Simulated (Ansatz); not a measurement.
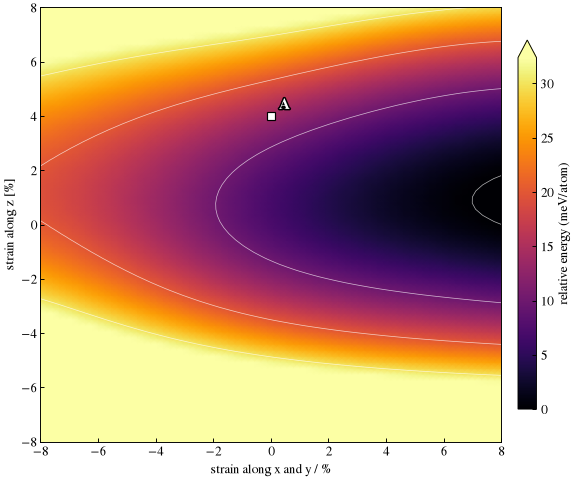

H (P4/mmm, No. 123; 1 atom in the cell). The cell is strained homogeneously, by one strain along x and y and another along z, with fractional coordinates fixed (x along [1 0 0], z along [0 0 1] of the conventional cell). First axis: strain along x and y. Second axis: strain along z. The scan uses a 5 × 5 grid. Energies are in meV/atom, from the lowest grid point. The reference cell is the one listed in the database, not relaxed at this level. The calculation used DFT PBEsol, scalar-relativistic, plane waves, PAW (Ansatz). Settings: cutoff 420 eV, k-mesh 10×10×26 in the order of the run's cell vectors, gaussian smearing 0.05 eV, no spin polarisation.

In the figure: a smooth colour map with a few white contour lines, one colour for all values above the top of the scale, the point A. Between grid points the surface is interpolated.

Question: Is A at rest? If not, where is it pushed?

Answer: A, at strain along x and y = 0 %, strain along z = 4 %, is not a stationary point. The computed force is 1.5 meV/atom for each 1 % towards larger values of strain along x and y and 4 meV/atom for each 1 % towards smaller values of strain along z.
